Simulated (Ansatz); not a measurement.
# Field-gradient calculation of CaS

The run: field-gradient calculation of CaS (2 atoms in the cell). Method and program: DFT, PBE, plane waves, PAW, spin-polarised (Ansatz 0.2.0).

Some settings of this run were made unusual or wrong on purpose. Figures and captions count atoms from 1; the log counts them from 0 in places.

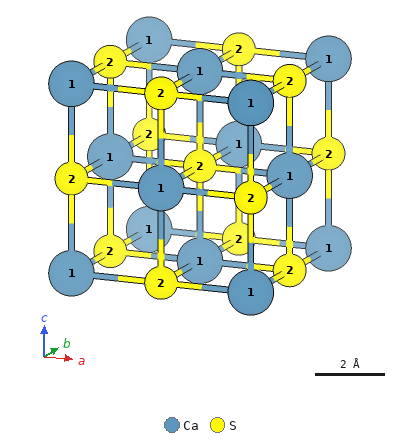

The structure (ball-and-stick view of the cell 4 times as large as that of the calculation, set on its symmetry axes, seen slightly off an axis; atoms are numbered from 1 in the order of the input). Near neighbours in the crystal (not all of them lie inside the picture): Ca has 6 S at 2.84 Å; S has 6 Ca at 2.84 Å.

**Input file**
```yaml
crystal:
  lattice:
    - [0.0, 2.843, 2.843]
    - [2.843, 0.0, 2.843]
    - [2.843, 2.843, 0.0]
  atoms:
    - { symbol: Ca, position: [0.0, 0.0, 0.0] }
    - { symbol: S, position: [0.5, 0.5, 0.5] }
kpoints:
  mp_grid: { grid: [8, 8, 8] }
scf:
  occupations: { method: fermi_dirac, width: 0.02 }
  max_iter: 80
hamiltonian:
  xc: pbe
  pseudopotentials: { kind: paw }
output:
  forces: true
  stress: true
  populations: true
  efg:
    quadrupole_moments_barn: { Ca: -0.0408, S: -0.0694 }
    contact_densities: true
magnetization:
  spin_polarized: true
  initial_magnetization: 40
```

Machine: 1 thread of an x86-64 CPU, shared host.

Command:
```bash
ansatz run input.yaml --threads 1 --pin off --max-ram 2560MiB --backend cpu --events-out ev --progress --plain --runs-dir out
```

**What the program printed**
```
Engine: ansatz 0.2.0, x86_64-unknown-linux-gnu
Pseudopotentials: kind: paw
Pseudopotential: Ca, paw, valence charge 10, recommended cutoff 420 eV (normal), Ca.paw.azcp
Pseudopotential: S, paw, valence charge 6, recommended cutoff 420 eV (normal), S.paw.azcp
Functional definition: PBE
  parameter kappa = 0.804
  parameter beta = 0.06672455060314922
  exchange = pbe_x(kappa = kappa, mu = beta*pi^2/3)
  correlation = pbe_c(beta = beta)
Crystal: 2 atoms, lattice volume = 45.958 Å³
Basis set: ecut = 420 eV, 893 PW (Γ), exchange–correlation on 54×54×54 points (8 copies of the dense FFT grid, shifted against one another)
Bands: 34, of which v1, the nominal top of the filled ones, is band 8 counted from 1 (7 counted from 0)
Symmetry: 48 space group operations
Space group: Fm-3m (ITA 225), of the structure as read, at distance tolerance 3.6e-5 Å
Magnetic group: BNS 225.116 (UNI 1618), of the structure as read, at distance tolerance 3.6e-5 Å
k-points: 29 of 512
Non-local potential: Ca, projectors of the file, l = 0: 3, l = 1: 2, l = 2: 2
Non-local potential: S, projectors of the file, l = 0: 2, l = 1: 2, l = 2: 2
PAW form: soft (Blöchl's): semilocal exchange-correlation on the pseudo side does not see the compensation charge
PAW one-centre angular grid: Ca, 110 points (default); XC on 64 Gauss nodes
PAW one-centre angular grid: S, 110 points (default); XC on 64 Gauss nodes
Initial density: superposition of atomic densities (chi_scale 0.1, normalization cell, long waves kept (reshape's long-wave potential 0.00 eV rms))
Starting moments: Σ|m| = 40 μB on 2 of 2 sites
Initial wavefunctions: pseudopotential atomic-orbital guess
Functional: x = pbe(κ = 0.804, μ = 0.2195149727645171), c = pbe(β = 0.06672455060314922)
SCF iter   1: F=—  HF=-2694.004845 eV  |F-HF|=—  |Δ(HF+E_count)|=         —  Δρ=3.39e-1 (↑2.75e-1 ↓3.39e-1)  dr2=1.08e1  dr2_m=3.90e1  M=3.417 μB ∫|m|=3.419 μB  β_m=0.30  ethr=3.10e-3  ⟨swp⟩=6.8  Hψ=11339  notcnv=0  defer=214
preconditioner: auto → Kerker (q_TF=auto, 2.288 Å⁻¹)  [metal: Δε(μ)=0.023 eV  Ē_g=24.480 eV  σ=0.020 eV  W_gap=0.28  n_scr=14 (ndim 8)  ℏωp=18.2 eV  f_vac=0.000  D(μ)=3.07/eV (n_scr^D=26)]
spin=Collinear: Kerker preconditioning applied to the charge; magnetization (m = ρ↑ − ρ↓) channel mixes plain (no charge-response kernel on spin).
SCF iter   2: F=—  HF=-2707.003494 eV  |F-HF|=—  |Δ(HF+E_count)|=    1.30e1  Δρ=2.55e-1 (↑2.52e-1 ↓2.55e-1)  dr2=1.82e-1  dr2_m=2.70e1  M=0.355 μB ∫|m|=0.583 μB  β_m=0.30  ethr=3.10e-3  ⟨swp⟩=2.2  Hψ=3502  notcnv=0  defer=889
preconditioner: auto → none  [insulator: Δε(μ)=0.047 eV  Ē_g=24.839 eV  σ=0.020 eV  W_gap=0.50  n_scr=14 (ndim 8)  ℏωp=18.2 eV  f_vac=0.000  D(μ)=1.19/eV (n_scr^D=8)  ε∞_Penn≈1.5]
SCF iter   3: F=—  HF=-2715.366006 eV  |F-HF|=—  |Δ(HF+E_count)|=    8.36e0  Δρ=1.84e-1 (↑1.82e-1 ↓1.84e-1)  dr2=1.65e-1  dr2_m=1.41e1  M=0.015 μB ∫|m|=0.410 μB  β_m=0.30  ethr=1.14e-3  ⟨swp⟩=2.1  Hψ=2589  notcnv=0  defer=895
SCF iter   4: F=—  HF=-2719.537582 eV  |F-HF|=—  |Δ(HF+E_count)|=    4.17e0  Δρ=1.31e-1 (↑1.31e-1 ↓1.27e-1)  dr2=7.70e-2  dr2_m=7.01e0  M=0.000 μB ∫|m|=0.312 μB  β_m=0.30  ethr=1.03e-3  ⟨swp⟩=2.7  Hψ=2083  notcnv=0  defer=895
SCF iter   5: F=—  HF=-2721.439502 eV  |F-HF|=—  |Δ(HF+E_count)|=    1.90e0  Δρ=9.15e-2 (↑9.07e-2 ↓9.15e-2)  dr2=2.19e-2  dr2_m=3.49e0  M=0.000 μB ∫|m|=0.243 μB  β_m=0.30  ethr=4.81e-4  ⟨swp⟩=2.6  Hψ=2123  notcnv=0  defer=891
SCF iter   6: F=—  HF=-2722.365725 eV  |F-HF|=—  |Δ(HF+E_count)|=   9.26e-1  Δρ=6.49e-2 (↑6.41e-2 ↓6.49e-2)  dr2=2.91e-3  dr2_m=1.75e0  M=0.000 μB ∫|m|=0.184 μB  β_m=0.30  ethr=1.37e-4  ⟨swp⟩=2.5  Hψ=2122  notcnv=0  defer=891
Mixer restart at iter 6: flushing history
spin-set hold released at iteration 6 (site moments contracting): the magnetisation degrees of freedom join the quasi-Newton model from the next iteration; the mixer history was flushed
SCF iter   7: F=—  HF=-2722.814948 eV  |F-HF|=—  |Δ(HF+E_count)|=   4.49e-1  Δρ=4.60e-2 (↑4.55e-2 ↓4.60e-2)  dr2=7.10e-4  dr2_m=8.81e-1  M=0.000 μB ∫|m|=0.141 μB  β_m=0.65  ethr=1.82e-5  ⟨swp⟩=2.1  Hψ=2172  notcnv=0  defer=891
SCF iter   8: F=—  HF=-2723.260542 eV  |F-HF|=—  |Δ(HF+E_count)|=   4.46e-1  Δρ=1.36e-3 (↑6.56e-4 ↓1.36e-3)  dr2=1.40e-3  dr2_m=2.99e-4  M=0.000 μB ∫|m|=0.020 μB  β_m=0.58  ethr=4.44e-6  ⟨swp⟩=3.4  Hψ=3015  notcnv=0  defer=891
SCF iter   9: F=—  HF=-2723.260653 eV  |F-HF|=—  |Δ(HF+E_count)|=   1.11e-4  Δρ=7.21e-4 (↑7.21e-4 ↓3.47e-4)  dr2=2.07e-4  dr2_m=1.08e-4  M=0.000 μB ∫|m|=0.012 μB  β_m=0.53  ethr=4.44e-6  ⟨swp⟩=2.1  Hψ=2151  notcnv=0  defer=891
SCF iter  10: F=—  HF=-2723.260749 eV  |F-HF|=—  |Δ(HF+E_count)|=   9.60e-5  Δρ=3.53e-4 (↑3.53e-4 ↓3.18e-4)  dr2=1.36e-6  dr2_m=4.74e-5  M=0.000 μB ∫|m|=0.008 μB  β_m=0.77  ethr=1.29e-6  ⟨swp⟩=1.7  Hψ=1235  notcnv=0  defer=891
SCF iter  11: F=—  HF=-2723.260531 eV  |F-HF|=—  |Δ(HF+E_count)|=   2.18e-4  Δρ=7.17e-5 (↑7.17e-5 ↓5.82e-5)  dr2=3.27e-7  dr2_m=1.71e-6  M=0.000 μB ∫|m|=0.001 μB  β_m=0.80  ethr=8.52e-9  ⟨swp⟩=2.1  Hψ=2345  notcnv=0  defer=891
SCF iter  12: F=—  HF=-2723.260535 eV  |F-HF|=—  |Δ(HF+E_count)|=   3.98e-6  Δρ=9.09e-6 (↑9.09e-6 ↓8.53e-6)  dr2=2.38e-8  dr2_m=2.57e-8  M=0.000 μB ∫|m|=0.000 μB  β_m=0.77  ethr=6.25e-10  ⟨swp⟩=10.8  Hψ=12320  notcnv=0
SCF iter  13: F=—  HF=-2723.260535 eV  |F-HF|=—  |Δ(HF+E_count)|=   3.94e-8  Δρ=1.17e-6 (↑1.17e-6 ↓7.22e-7)  dr2=2.75e-10  dr2_m=3.07e-10  M=0.000 μB ∫|m|=0.000 μB  β_m=0.86  ethr=1.49e-10  ⟨swp⟩=3.4  Hψ=3813  notcnv=0
SCF iter  14: F=-2723.260535 eV  HF=-2723.260535 eV  |F-HF|=1.46e-11  |Δ(HF+E_count)|=  6.91e-10  Δρ=9.92e-8 (↑9.92e-8 ↓9.71e-8)  dr2=4.50e-13  dr2_m=3.85e-12  M=0.000 μB ∫|m|=0.000 μB  ethr=1.72e-12  ⟨swp⟩=2.8  Hψ=4517  notcnv=0
SCF 1 converged in 14 iterations: F = -2723.260535 eV  dr2 = 4.50e-13
  greatest PAW one-centre occupation: 0.995 electrons in one spin orbital (limit 2), on the Ca atom at site 0 (counted from 0), in its partial waves of l = 0
```

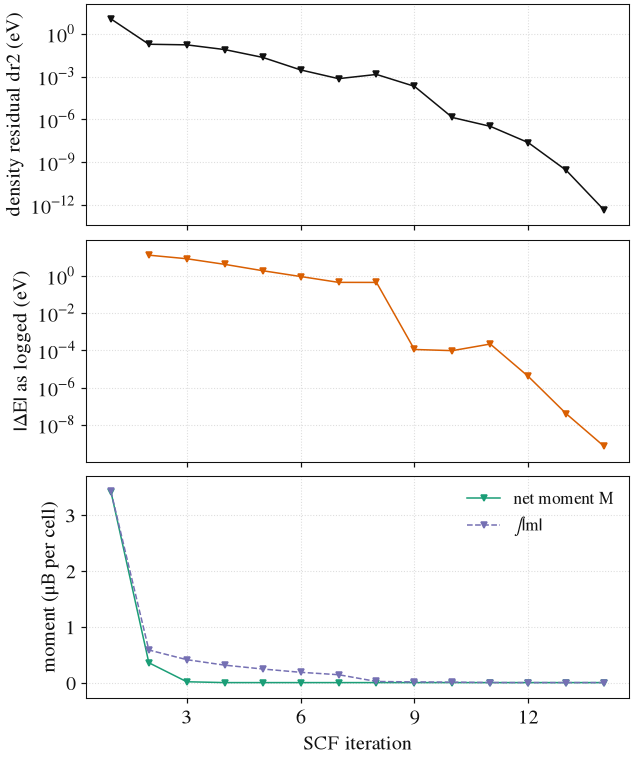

Convergence of the self-consistent field: density residual dr2, size of the energy change and magnetic moment against the SCF iteration. The residual falls almost steadily, with no more than small rises. The net moment goes from 3.4 to 0.0 μB per cell, and ∫|m| falls to zero.

```
WARN: the starting moments were not kept: the SCF closed with an absolute magnetisation of 2.1e-6 μB, where they sum to 40 μB in size (2 sites). That is at most 0.1 of that sum. Measured as dr2_m measures the in/out step, that magnetisation stands 5.8e-13 eV from none, at or under the dr2_threshold of 1.0e-7 eV: it is no larger than a step whose dr2_m would equal this threshold. The system may hold no moment; this SCF shows only that its start led to no more than that. To try another start: raise the starting moments (crystal.atoms[].spin, magnetization.per_species, magnetization.initial_magnetization, or on a non-collinear deck that types none of these the spinor_matrix: blocks that start its atoms; where the total moment is fixed, keep their sum and leave initial_magnetization as it is; typed ones take the place of any that the run laid by itself, positive ones on a crystal's lanthanoids without a Hubbard term where scf.initial_density.shell_occupations: [] is typed) or, if the notice of its spin-set hold's release reads "site moments contracting" or "site moments show no strong build", lengthen the hold (scf.mixing.spin_hold: { on: { confirm: 4 } }; for m-r²SCAN on two components see the key's manual first). Each may lead to a state that holds a moment. A second SCF, from the converged charge density, with the starting moments and any scf.initial_density.shell_occupations laid on it anew, would have followed, and was not run: the deck does not ask for one (magnetization.retry_lost_moments is false, the default). To let it run, set magnetization.retry_lost_moments: true and run the deck again, where that key's refused combinations let it; where memory then withholds it, that run's warning says so.
SCF converged after 14 iterations
Magnetization: 0.0000 μB (8.0000 up, 8.0000 down)
Absolute magnetization: 0.0000 μB (∫|ρ↑−ρ↓|, with the PAW one-centre terms)
Spin contamination: 0.0000 ħ² per cell (⟨S²⟩ above its minimum at these occupations)
Per-site moments (μB) at R_I (Å): [(-9.27954764671912e-8, 1.1727375), (9.88724502919587e-7, 1.1727375)]
Free energy (F): -2723.260535 eV
Harris-Foulkes:  -2723.260535 eV  (|F-HF|=1.46e-11)
Internal energy: -2723.260535 eV  (E = F + TS)
E sigma→0 (E₀):  -2723.260535 eV
Fermi energy:    7.193773 eV
--- Per-component energies (eV) ---
  E_band       = -133.793866
  E_kinetic    = 386.703906
  E_local      = -821.691805  (includes V_loc(G=0)·N_el)
  E_nonlocal   = 91.689058
  E_hartree    = 269.948538
  E_xc         = -236.099217
  E_vxc        = -260.925923  (∫ρ·V_xc dr)
  E_paw        = -1458.676920  (= ΣΔE_a)
  E_vpaw       = -69.466157  (= ΣTr[D̂ρ^β])
  E_aug_tail   = -0.000004  (compensation charges beyond the density's cutoff)
  E_ewald      = -955.134092
  E_smearing   = -0.000000  (= −TS)
  E_closure    = 0.000000  (closes the sum)
  Σ components = -2723.260535   (vs F -2723.260535, Δ=0.00e0)
--- Forces (eV/Å), atoms counted from 1 ---
  atom   1  Ca    -0.00000000     0.00000000     0.00000000
  atom   2  S      0.00000000    -0.00000000    -0.00000000
  max |Σ_I F_I| component: 9.93e-30 eV/Å
--- Stress (GPa, compression-positive) ---
        0.795282      -0.000000       0.000000
       -0.000000       0.795282       0.000000
       -0.000000       0.000000       0.795282
  P = ⅓ Tr σ = 0.7953 GPa (7.953 kbar)
--- PAW observables at the nuclei: V_zz in 10²¹ V/m², potentials from the cell's mean, atoms counted from 1 ---
  atom   1  Ca V_zz =    -0.000000   η = 0.0000   by run symmetry: forbidden   C_q = +0.0000 MHz
            electrostatic potential = -2213.790979 V   contact ρ = 41253.567580 e/Å³   contact ρ_s (e/Å³): all electrons -0.000012, valence -0.000012
  atom   2  S  V_zz =    +0.000000   η = 0.0000   by run symmetry: forbidden   C_q = -0.0000 MHz
            electrostatic potential = -1633.641544 V   contact ρ = 19764.100225 e/Å³   contact ρ_s (e/Å³): all electrons +0.000009, valence +0.000009
--- Band table (eV; the first three rows and the last of 58) ---
  k-point 0 ↑: bands = ["-33.1766", "-14.1560", "-14.1560", "-14.1560", "-5.3173", "6.0180", "6.0180", "6.0180", "10.1814", "10.1814", "10.1814", "10.2021", "10.7740", "10.7740", "16.8804", "19.0672", "19.0672", "19.0672", "21.9772", "21.9772", "22.7561", "22.7561", "22.7561", "30.1011", "31.6139", "31.6139", "31.6139", "32.4593", "32.4593", "32.4593", "33.1228", "33.1228", "34.8952", "34.8952"]
  k-point 1 ↑: bands = ["-33.1749", "-14.1816", "-14.1580", "-14.1580", "-5.2089", "5.3568", "5.7920", "5.7920", "10.1803", "10.4105", "10.4105", "10.9703", "11.1833", "11.1833", "17.0121", "18.6954", "18.6954", "18.8722", "20.7130", "20.7130", "23.0277", "24.3992", "24.3992", "29.0929", "29.8467", "29.8467", "31.3339", "32.5991", "32.5991", "32.9928", "32.9928", "33.9027", "35.1096", "37.0549"]
  k-point 2 ↑: bands = ["-33.1708", "-14.2423", "-14.1626", "-14.1626", "-4.9337", "4.1896", "5.3471", "5.3471", "10.3070", "10.9917", "10.9917", "12.2030", "12.2030", "12.3115", "16.3906", "17.4264", "17.4264", "19.8532", "19.9523", "19.9523", "23.6668", "26.2957", "26.3424", "26.3424", "27.5568", "27.5568", "32.4858", "32.4858", "33.2240", "33.7912", "33.7912", "35.0573", "35.7515", "38.8181"]
  k-point 28 ↓: bands = ["-33.1613", "-14.2428", "-14.2428", "-14.2156", "-4.5723", "4.2302", "4.2302", "4.4635", "10.8473", "10.8473", "12.0244", "12.4590", "12.8288", "15.3701", "16.1204", "16.2711", "16.2711", "20.1749", "20.6447", "20.6447", "23.3692", "26.0210", "27.1542", "27.1542", "28.2979", "28.3971", "28.3971", "30.3089", "31.1717", "32.1366", "34.7290", "34.7290", "36.1919", "36.1919"]
--- Löwdin populations: 2 sites ---
  site symbol       q [e]    m [muB]
     0     Ca      8.4337    -0.0000
     1      S      7.2913     0.0000
  spilling = 0.017193 (of n_electrons = 16.000000)
```

**File populations.tsv**
```
# site	symbol	l	j	q_up	q_dn
# orbitals = lowdin
# n_electrons = 16.000000
# spilling = 0.017193
0	Ca	0_3S	-	0.995363	0.995363
0	Ca	0_4S	-	0.224146	0.224146
0	Ca	1_3P	-	2.997316	2.997316
1	S	0_3S	-	0.917775	0.917775
1	S	1_3P	-	2.727859	2.727858
```

**What the run reported**

```tsv
quantity	value
outcome	converged
space group (tolerance 0.01 Å)	Fm-3m (225)
electrons treated	16
free energy	−2723.2605 eV
Fermi energy	7.194 eV
gap on the k-point mesh	2.35 eV
net moment of the cell	0.00 μB
integrated absolute moment	0.00 μB
pressure	0.80 GPa
field gradient V_zz (10²¹ V/m²)	zero at all sites
largest force (length of the vector)	under 0.001 eV/Å
wall time	3.2 s
peak memory	0.4 GiB
```

**Notes**

The input was spoiled on purpose: an impossible spin (`magnetization`). It did no harm here: the run converged to the energy of the sound run within 1 meV per atom. The program warns: some starting moments were not kept.
